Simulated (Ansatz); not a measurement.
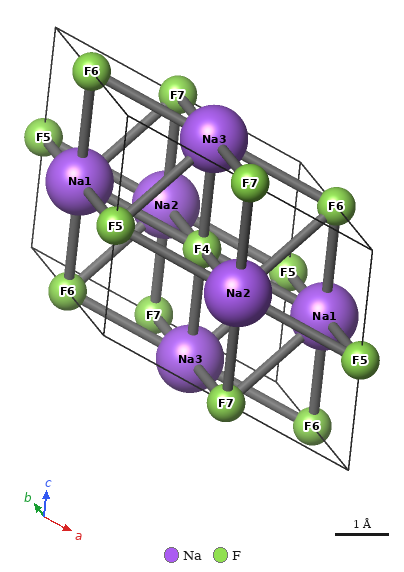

Solid Na3F4 (a generated structure, set up in Im-3m) (coarse preliminary run), before the relaxation. The picture is a ball-and-stick view of the cell of the calculation, seen slightly off an axis.

Theory: DFT PBE, scalar-relativistic, plane waves, PAW in Ansatz 0.2.0.

Input
```yaml
crystal:
  lattice:
    - [-3.07913844, 3.07913844, 3.07913844]
    - [3.07913844, -3.07913844, 3.07913844]
    - [3.07913844, 3.07913844, -3.07913844]
  atoms:
    - { symbol: Na, position: [0.0, 0.5, 0.5] }
    - { symbol: Na, position: [0.5, 0.0, 0.5] }
    - { symbol: Na, position: [0.5, 0.5, 0.0] }
    - { symbol: F, position: [0.5, 0.5, 0.5], spin: 1.0 }
    - { symbol: F, position: [0.0, 0.0, 0.5], spin: 1.0 }
    - { symbol: F, position: [0.0, 0.5, 0.0], spin: 1.0 }
    - { symbol: F, position: [0.5, 0.0, 0.0], spin: 1.0 }
basis:
  ecutwfc: 420
kpoints:
  mp_grid: { grid: [4, 4, 4] }
hamiltonian:
  xc: pbe
scf:
  occupations: { method: gaussian, width: 0.1 }
  lower_state_search: "off"
output:
  forces: true
  stress: true
  eigenvalues: true
  populations: true
magnetization:
  spin_polarized: true
relax:
  adjacent_minimum: "off"
  f_tol: 0.04
  max_steps: 70
  cell: { stress_tol: 0.4 }
```

Command:
```bash
ansatz run input.yaml --threads 1 --pin off --max-ram 2048MiB --backend cpu --events-out ev --progress --plain --runs-dir out
```

Question: Where does the relaxation end?

Answer: The energy falls by 83.4 meV per atom in 4 accepted moves (6 points after the start). All forces vanish by symmetry, so only the cell relaxes. Pressure: −5.56 GPa at the start and −0.01 GPa at the end. The SCF was repeated twice at an unchanged geometry on a basis and grid sized afresh for the cell, which shifted the energy by 2.6 meV per atom at most. No atom moves by more than 0.005 Å relative to the cell. Cell: a = b = c 5.333 → 4.896 Å (−8.2 %). Volume −22.6 %. Near-neighbour distances that change, for instance: Na1–Na2 3.079 → 2.827 Å, Na1–F4 2.667 → 2.448 Å. The space group stays Im-3m (No. 229).

Final geometry:

```xyz
7
Lattice="-2.8267 2.8267 2.8267 2.8267 -2.8267 2.8267 2.8267 2.8267 -2.8267" Properties=species:S:1:pos:R:3 pbc="T T T"
Na    2.8267    0.0000    0.0000
Na    0.0000    2.8267    0.0000
Na    0.0000    0.0000    2.8267
F     1.4133    1.4133    1.4133
F     1.4133    1.4133   -1.4133
F     1.4133   -1.4133    1.4133
F    -1.4133    1.4133    1.4133
```

After the run, drawn alike:

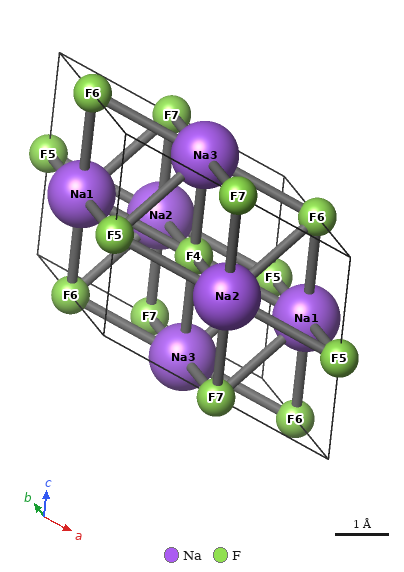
